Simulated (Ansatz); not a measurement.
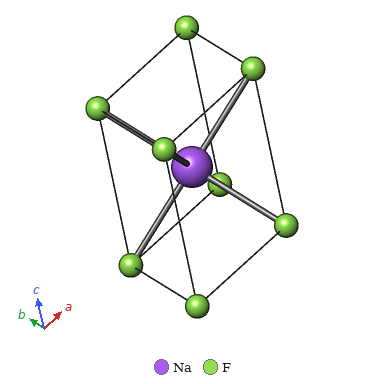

System: NaF, space group Fm-3m (No. 225) (cell built by us, not taken from a database). The picture shows the cell.

The given structure:
```yaml
crystal:
  lattice:
    - [0.00000, 2.35050, 2.35050]
    - [2.35050, 0.00000, 2.35050]
    - [2.35050, 2.35050, 0.00000]
  atoms:
    - { symbol: Na, position: [0.50000, 0.50000, 0.50000] }
    - { symbol: F, position: [0.00000, 0.00000, 0.00000] }
```

Method: harmonic phonon frequencies at the irreducible points of a q mesh with atoms at rest in the given cell, q in fractions of the reciprocal cell vectors, no long-range term at q = 0, imaginary frequencies are negative, the first points where there are many; plane waves with PAW datasets (Ansatz 0.2.0). Level: PBE, no spin polarisation.

| setting | value |
| --- | --- |
| wave cutoff | 420 eV |
| k mesh | 8×8×8 |
| occupations | fixed |
| pressure | 0 GPa |
| phonon method | linear response |
| q mesh | 4×4×4 |

Describe the result: the phonon frequencies at several wave vectors (in fractions of the reciprocal vectors of the given cell).

No frequency is imaginary, so the structure is stable to these displacements at the wave vectors computed. The highest mode among the wave vectors computed lies at 366.3 cm⁻¹, at (0 0 0.25) (at the zone centre itself the field of polar modes is left out).

```csv
at,frequency (cm⁻¹)
(0 0 0),0.0
(0 0 0),0.0
(0 0 0),0.0
(0 0 0),223.9
(0 0 0),223.9
(0 0 0),223.9
(0 0 0.25),99.6
(0 0 0.25),99.6
(0 0 0.25),162.6
(0 0 0.25),213.1
(0 0 0.25),213.1
(0 0 0.25),366.3
(0 0 -0.5),162.8
(0 0 -0.5),162.8
(0 0 -0.5),184.4
(0 0 -0.5),184.4
(0 0 -0.5),287.0
(0 0 -0.5),296.2
(0 0.25 0.25),100.4
(0 0.25 0.25),100.4
(0 0.25 0.25),182.5
(0 0.25 0.25),231.4
(0 0.25 0.25),231.4
(0 0.25 0.25),332.8
(0 0.25 -0.5),144.3
(0 0.25 -0.5),184.8
(0 0.25 -0.5),219.0
(0 0.25 -0.5),219.5
(0 0.25 -0.5),241.0
(0 0.25 -0.5),286.9
(0 0.25 -0.25),159.5
(0 0.25 -0.25),163.1
(0 0.25 -0.25),187.5
(0 0.25 -0.25),218.0
(0 0.25 -0.25),241.2
(0 0.25 -0.25),309.6
(0 -0.5 -0.5),140.9
(0 -0.5 -0.5),140.9
(0 -0.5 -0.5),239.0
(0 -0.5 -0.5),239.0
(0 -0.5 -0.5),243.2
(0 -0.5 -0.5),274.5
(0.25 -0.5 -0.25),193.8
(0.25 -0.5 -0.25),205.5
(0.25 -0.5 -0.25),205.5
(0.25 -0.5 -0.25),218.2
(0.25 -0.5 -0.25),252.2
(0.25 -0.5 -0.25),252.2
```

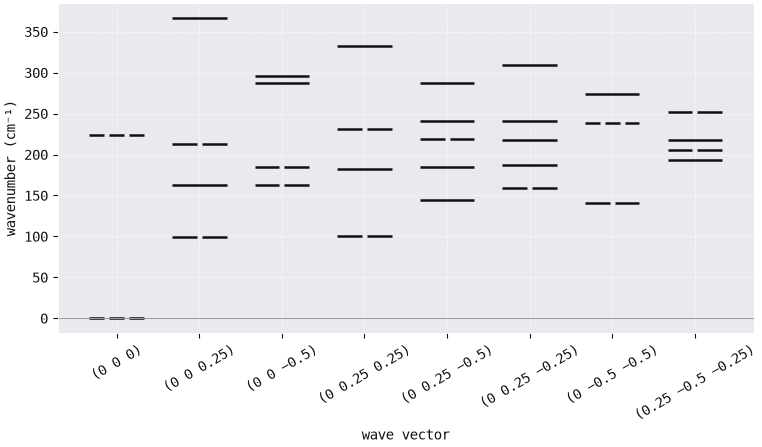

Imaginary frequencies are drawn as negative.
